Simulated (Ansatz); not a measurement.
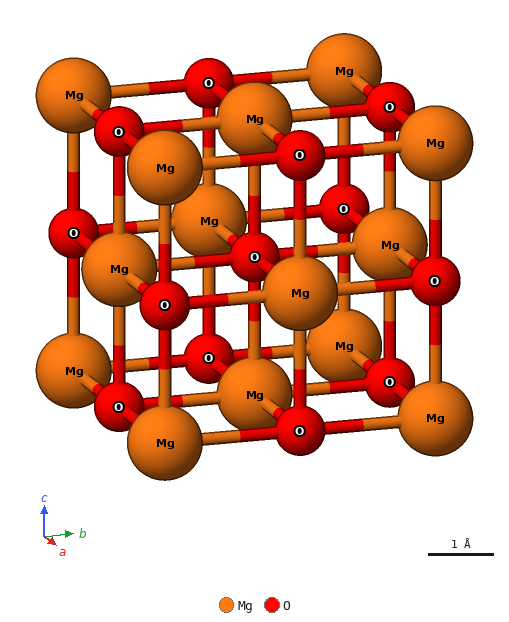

*The structure as given in the input (ball-and-stick view of the cell 4 times as large as that of the calculation, set on its symmetry axes, seen slightly off an axis).*

Near neighbours in the crystal (not all of them lie inside the picture): Mg has 6 O at 2.20 Å; O has 6 Mg at 2.20 Å.

## Band-structure calculation, with input and output: MgO

MgO (Fm-3m, 2 atoms in the cell), computed with DFT, r2SCAN, plane waves, PAW, no spin polarisation (Ansatz 0.2.0).

The structure derives from an entry of the Crystallography Open Database. The geometry comes from this level: r2SCAN (a point of a series of strains). It belongs to a series of runs on one base structure; here: hydrostatic strain +4.7%.

Input:
```yaml
crystal:
  lattice:
    - [0.0, 2.200759706, 2.200759706]
    - [2.200759706, 0.0, 2.200759706]
    - [2.200759706, 2.200759706, 0.0]
  atoms:
    - { symbol: Mg, position: [0.0, 0.0, 0.0] }
    - { symbol: O, position: [0.5, 0.5, 0.5] }
kpoints:
  mp_grid: { grid: [10, 10, 10] }
  band_path:
    path:
      - [0.0, 0.0, 0.0]
      - [0.5, 0.0, 0.5]
      - [0.625, 0.25, 0.625]
      - [0.375, 0.375, 0.75]
      - [0.5, 0.5, 0.5]
      - [0.5, 0.25, 0.75]
    npoints: 1
hamiltonian:
  xc: r2scan
scf:
  occupations: { method: fixed }
  n_extra_bands: 4
output:
  forces: true
  stress: true
  eigenvalues: true
  write_density: true
  write_potential: true
  elf: true
  volumetric_format: npy
```

Launched with:
```bash
ansatz run input.yaml --threads 4 --pin off --max-ram 5529MiB --backend cpu --events-out ev --progress --plain --runs-dir out
```

What the program printed:
```
scf.n_extra_bands = 4 over 8 filled bands (N_el = 16.0): the run solves 12 bands
Engine: ansatz 0.2.0, aarch64-unknown-linux-gnu
Pseudopotentials: kind: paw
Pseudopotential: Mg, paw, valence charge 10, recommended cutoff 500 eV (meta_gga), Mg.paw.azcp
Pseudopotential: O, paw, valence charge 6, recommended cutoff 500 eV (meta_gga), O.paw.azcp
Functional definition: r2SCAN
  parameter k0 = 0.174
  parameter k1 = 0.065
  parameter a1 = 4.9479
  exchange = r2scan_x(k0 = k0, k1 = k1, a1 = a1)
  correlation = r2scan_c
Crystal: 2 atoms, lattice volume = 21.318 Å³
Basis set: ecut = 500 eV, 537 PW (Γ), exchange–correlation on 96×96×96 points (64 copies of the dense FFT grid, shifted against one another)
Bands: 12, of which v1, the nominal top of the filled ones, is band 8 counted from 1 (7 counted from 0)
Symmetry: 48 space group operations
Space group: Fm-3m (ITA 225), of the structure as read, at distance tolerance 2.8e-5 Å
k-points: 47 of 1000
Non-local potential: Mg, projectors of the file, l = 0: 3, l = 1: 2, l = 2: 1
Non-local potential: O, projectors of the file, l = 0: 2, l = 1: 2, l = 2: 1
PAW form: soft (Blöchl's): semilocal exchange-correlation on the pseudo side does not see the compensation charge
PAW frozen core: Mg, regenerated for the run's functional (the file was generated under x = pbe(κ = 0.804, μ = 0.2195149727645171), c = pbe(β = 0.06672455060314922))
PAW frozen core: O, regenerated for the run's functional (the file was generated under x = pbe(κ = 0.804, μ = 0.2195149727645171), c = pbe(β = 0.06672455060314922))
PAW one-centre angular grid: Mg, 302 points (default); XC on 224 Gauss nodes
PAW one-centre angular grid: O, 302 points (default); XC on 160 Gauss nodes
Initial density: superposition of atomic densities (neutral atoms: chi_scale 0, normalization atom), corrected by the library's trained network
Initial wavefunctions: pseudopotential atomic-orbital guess
Functional: x = r2scan, c = r2scan; τ floored in thin density (d = 2e-4 eV/Å³)
SCF iter   1: F=—  HF=-2498.103257 eV  |F-HF|=—  |Δ(HF+E_count)|=         —  Δρ=1.02e-2  dr2=1.56e-2  dr2_τ=5.34e-2  ethr=1.77e-3  ⟨swp⟩=4.5  Hψ=2975  notcnv=0  defer=73
preconditioner: auto → none  [insulator: Δε(μ)=4.369 eV  Ē_g=18.508 eV  n_scr=8 (ndim 8)  ℏωp=22.7 eV  f_vac=0.000  ε∞_Penn≈2.5]
SCF iter   2: F=—  HF=-2498.168881 eV  |F-HF|=—  |Δ(HF+E_count)|=   6.56e-2  Δρ=5.18e-3  dr2=1.89e-3  dr2_τ=4.93e-4  ethr=9.76e-5  ⟨swp⟩=2.4  Hψ=1390  notcnv=0  defer=89
SCF iter   3: F=—  HF=-2498.168972 eV  |F-HF|=—  |Δ(HF+E_count)|=   9.03e-5  Δρ=1.47e-3  dr2=4.49e-4  dr2_τ=4.84e-5  ethr=1.18e-5  ⟨swp⟩=2.9  Hψ=1025  notcnv=0  defer=92
SCF iter   4: F=—  HF=-2498.168908 eV  |F-HF|=—  |Δ(HF+E_count)|=   6.33e-5  Δρ=6.37e-4  dr2=5.13e-5  dr2_τ=7.35e-6  ethr=2.80e-6  ⟨swp⟩=2.0  Hψ=825  notcnv=0  defer=92
SCF iter   5: F=—  HF=-2498.168896 eV  |F-HF|=—  |Δ(HF+E_count)|=   1.25e-5  Δρ=6.33e-5  dr2=3.72e-7  dr2_τ=6.37e-8  ethr=3.21e-7  ⟨swp⟩=2.1  Hψ=703  notcnv=0  defer=16
SCF iter   6: F=-2498.168896 eV  HF=-2498.168896 eV  |F-HF|=2.38e-10  |Δ(HF+E_count)|=   1.93e-7  Δρ=6.74e-6  dr2=2.64e-9  dr2_τ=9.87e-10  ethr=6.25e-10  ⟨swp⟩=9.8  Hψ=3923  notcnv=0
SCF 1 converged in 6 iterations: F = -2498.168896 eV  dr2 = 2.64e-9
  greatest PAW one-centre occupation: 1.000 electrons in one spin orbital (limit 2), on the Mg atom at site 0 (counted from 0), in its partial waves of l = 0
```

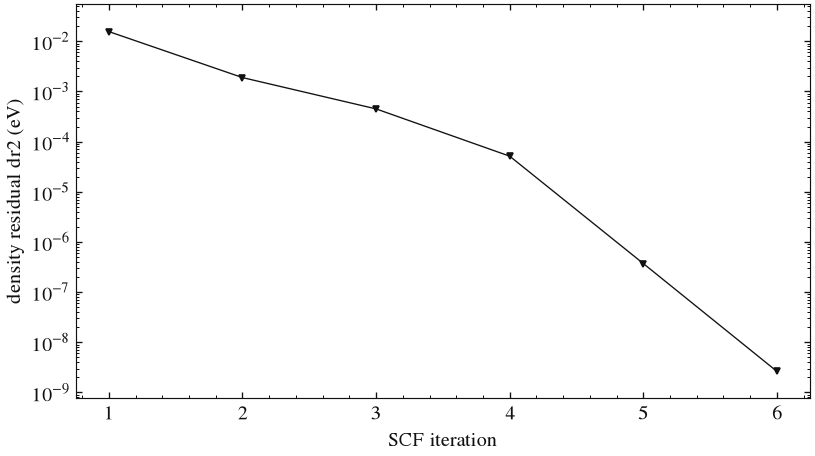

*Convergence of the self-consistent field: density residual dr2 against the SCF iteration.*

The residual falls at every step.

```
NSCF: frozen V_eff on 6 k-points
SCF converged after 6 iterations
Free energy (F): -2498.168896 eV
Harris-Foulkes:  -2498.168896 eV  (|F-HF|=2.38e-10)
Internal energy: -2498.168896 eV  (E = F + TS)
E sigma→0 (E₀):  -2498.168896 eV
Fermi energy:    6.212630 eV
--- Per-component energies (eV) ---
  E_band       = -338.448244
  E_kinetic    = 252.938859
  E_local      = -1686.986956  (includes V_loc(G=0)·N_el)
  E_nonlocal   = 142.333326
  E_hartree    = 585.666252
  E_xc         = -102.003482
  E_vxc        = -147.438684  (∫ρ·V_xc dr)
  E_paw        = -456.192157  (= ΣΔE_a)
  E_vpaw       = -80.350741  (= ΣTr[D̂ρ^β])
  E_aug_tail   = 0.001067  (compensation charges beyond the density's cutoff)
  E_vtau       = 9.723060  (kinetic-family band-sum trace: ∫τ·v_τ [+ j·A + Jᵃ·Aᵃ] dr)
  E_ewald      = -1233.867657
  E_core_change = -0.058149  (= ΣΔE_core)
  E_smearing   = -0.000000  (= −TS)
  E_closure    = -0.000000  (closes the sum)
  Σ components = -2498.168896   (vs F -2498.168896, Δ=0.00e0)
--- Forces (eV/Å), atoms counted from 1 ---
  atom   1  Mg    -0.00000000     0.00000000     0.00000000
  atom   2  O      0.00000000    -0.00000000    -0.00000000
  max |Σ_I F_I| component: 3.10e-29 eV/Å
--- Stress (GPa, compression-positive) ---
      -17.316980       0.000000      -0.000000
        0.000000     -17.316980       0.000000
        0.000000      -0.000000     -17.316980
  P = ⅓ Tr σ = -17.3170 GPa (-173.170 kbar)
--- Band table (eV; the first three rows and the last of 47) ---
  k-point 0: bands = ["-69.2376", "-34.3239", "-34.3239", "-34.3239", "-11.3726", "6.2126", "6.2126", "6.2126", "10.6109", "22.2543", "22.2543", "22.2543"]
  k-point 1: bands = ["-69.2372", "-34.3286", "-34.3244", "-34.3244", "-11.2891", "5.6187", "6.1574", "6.1574", "11.2272", "21.0486", "22.4583", "22.4583"]
  k-point 2: bands = ["-69.2362", "-34.3409", "-34.3257", "-34.3257", "-11.0625", "4.4366", "6.0169", "6.0169", "12.4370", "19.5101", "22.8192", "22.8192"]
  k-point 46: bands = ["-69.2322", "-34.3566", "-34.3490", "-34.3415", "-10.1804", "3.3186", "4.0274", "4.7043", "17.4932", "17.7084", "18.3965", "21.5762"]
```

File bands.tsv:
```
# k_distance	band_0	band_1	band_2	band_3	band_4	band_5	band_6	band_7	band_8	band_9	band_10	band_11
# fermi_ev = 6.212630
# lock_threshold_ev = 1e-6
# [0, 0, 0] at k_distance = 0.000000
# [0.5, 0, 0.5] at k_distance = 1.427504
# [0.625, 0.25, 0.625] at k_distance = 1.932202
# [0.375, 0.375, 0.75] at k_distance = 2.806366
# [0.5, 0.5, 0.5] at k_distance = 3.680530
# [0.5, 0.25, 0.75] at k_distance = 4.689928
# levels_relative_to = fermi_ev
# free_energy_ev = -2498.168896
# largest_residual_norms_ev = 2.645e-4 4.200e-4 4.842e-4 6.230e-4 1.288e-3 5.804e-4 8.014e-4 7.315e-4 4.118e-4 6.975e-4 9.317e-4 1.217e-3
0.000000	-75.450190	-40.536575	-40.536575	-40.536575	-17.585252	0.000000	0.000000	0.000000	4.398302	16.041665	16.041665	16.041665
1.427504	-75.444812	-40.577738	-40.553116	-40.553116	-16.429784	-3.561606	-1.189944	-1.189944	9.711200	9.820918	12.885126	18.406319
1.932202	-75.444941	-40.570663	-40.563629	-40.549104	-16.415522	-3.031266	-2.353945	-0.993373	10.354937	11.483065	12.445827	17.666726
2.806366	-75.444941	-40.570663	-40.563629	-40.549104	-16.415522	-3.031266	-2.353945	-0.993373	10.354937	11.483065	12.445827	17.666726
3.680530	-75.446163	-40.585242	-40.541622	-40.541622	-16.611574	-4.048520	-0.539222	-0.539222	7.975435	12.290203	16.127600	16.127600
4.689928	-75.444804	-40.565388	-40.565388	-40.554193	-16.389067	-2.555721	-2.555721	-1.540331	11.772064	11.772064	11.812053	14.957680
```

File rho_z.tsv:
```
# z_ang	rho[e/angstrom^3]
# format = ansatz-planar-average/11
# lattice	0.000000000	2.200759706	2.200759706
# lattice	2.200759706	0.000000000	2.200759706
# lattice	2.200759706	2.200759706	0.000000000
# sites	2
# site	12	0.000000000	0.000000000	0.000000000
# site	8	2.200759706	2.200759706	2.200759706
0.000000	1.601505e0
0.129681	1.478517e0
0.259362	1.166259e0
0.389043	7.986091e-1
0.518724	5.064710e-1
0.648405	3.529343e-1
0.778086	3.277808e-1
0.907767	3.900672e-1
1.037448	5.031050e-1
1.167129	6.367977e-1
1.296810	7.605552e-1
1.426491	8.462962e-1
1.556172	8.765978e-1
1.685853	8.462962e-1
1.815534	7.605552e-1
1.945215	6.367977e-1
2.074896	5.031050e-1
2.204577	3.900672e-1
2.334258	3.277808e-1
2.463939	3.529343e-1
2.593620	5.064710e-1
2.723301	7.986091e-1
2.852982	1.166259e0
2.982663	1.478517e0
```

File v_z.tsv:
```
# z_ang	v_es[eV]	v_tot[eV]
# format = ansatz-planar-average/11
# xc	r2scan
# density_cutoff_ev	2000
# datasets	Mg=:simpson_from_first_knot:soft:shift=0	O=:simpson_from_first_knot:soft:shift=0
# lattice	0.000000000	2.200759706	2.200759706
# lattice	2.200759706	0.000000000	2.200759706
# lattice	2.200759706	2.200759706	0.000000000
# sites	2
# site	12	0.000000000	0.000000000	0.000000000
# site	8	2.200759706	2.200759706	2.200759706
0.000000	-3.020069e0	-1.200190e1
0.129681	-2.579982e0	-1.168069e1
0.259362	-1.339388e0	-1.066324e1
0.389043	4.706764e-1	-8.971803e0
0.518724	2.525656e0	-7.001445e0
0.648405	4.419323e0	-5.330009e0
0.778086	5.448254e0	-4.652688e0
0.907767	5.490081e0	-5.135043e0
1.037448	5.049117e0	-6.239177e0
1.167129	4.453356e0	-7.411179e0
1.296810	3.862724e0	-8.384815e0
1.426491	3.426151e0	-9.002605e0
1.556172	3.267943e0	-9.196653e0
1.685853	3.426151e0	-9.002605e0
1.815534	3.862724e0	-8.384815e0
1.945215	4.453356e0	-7.411179e0
2.074896	5.049117e0	-6.239177e0
2.204577	5.490081e0	-5.135043e0
2.334258	5.448254e0	-4.652688e0
2.463939	4.419323e0	-5.330009e0
2.593620	2.525656e0	-7.001445e0
2.723301	4.706764e-1	-8.971803e0
2.852982	-1.339388e0	-1.066324e1
2.982663	-2.579982e0	-1.168069e1
```

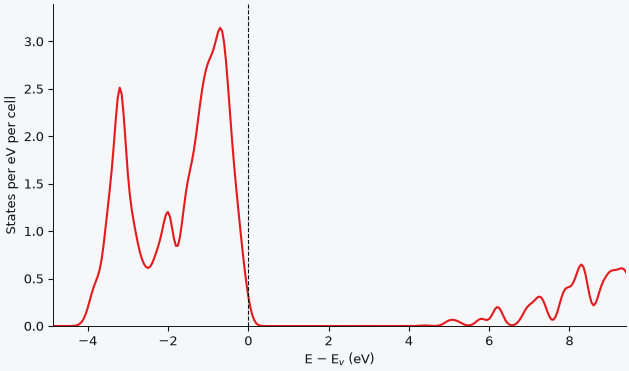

*Density of states (the curve is built from the levels of the k mesh with Gaussians 0.3 eV wide, which also blur the band edges), with energies from the valence-band top.*

There is a gap of 4.40 eV on the k-point mesh. Small ripples come from the finite k-point mesh.

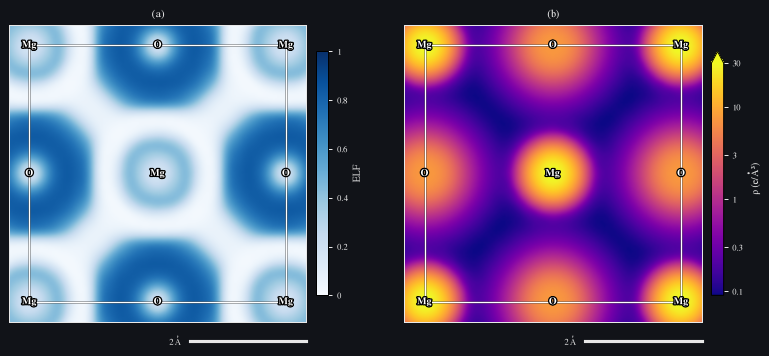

*(a) electron localisation function; (b) valence pseudo-density on the (100) plane of the conventional cell.*

The plane passes through Mg and O nuclei. Mg–O (2.20 Å): ρ at the midpoint is about 0.28 e/Å³; the ELF is about 0.35 at the midpoint (a closed-shell, largely ionic contact). Away from the nuclei the density in this plane falls to 0.09 e/Å³ at its lowest. Core electrons are frozen (PAW), so the fields are smoothed inside the atomic spheres.

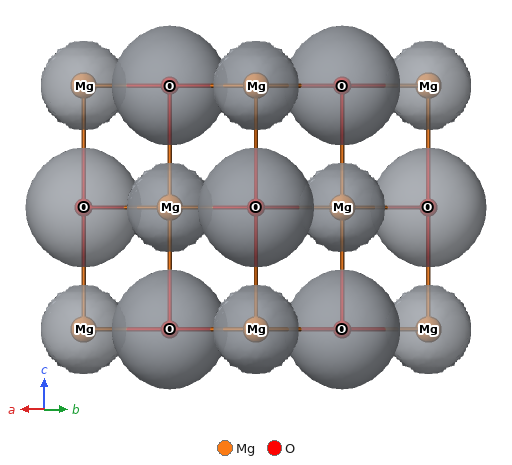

*Isosurface of the valence charge density (pseudo) at 0.3 e/Å³ (grey), seen along [110]. Sticks mark near contacts. The outline is the cell set on symmetry axes.*

At this value the density breaks into separate islands; it holds about 90 % of the electrons treated as valence (semicore included). It is pinched off along the Mg–O (2.20 Å) contacts. On the grid the lowest density along these lines, outside the cores, is 0.23 e/Å³ (Mg–O, 2.20 Å).

Summary:

```csv
quantity,value
outcome,converged
space group (tolerance 0.01 Å),Fm-3m (225)
electrons treated,16
free energy,−2498.1689 eV
Fermi energy,6.213 eV
gap on the k-point mesh,4.40 eV
pressure,−17.32 GPa
largest force (length of the vector),under 0.001 eV/Å
hardware,"4 threads of Arm Neoverse V1, 24 GiB of memory available, shared host"
wall time,0.89 s (CPU time 2.8 s)
peak memory,0.33 GiB
```

The cell is under a tension of 17.3 GPa at this level, so it is not at its equilibrium volume.
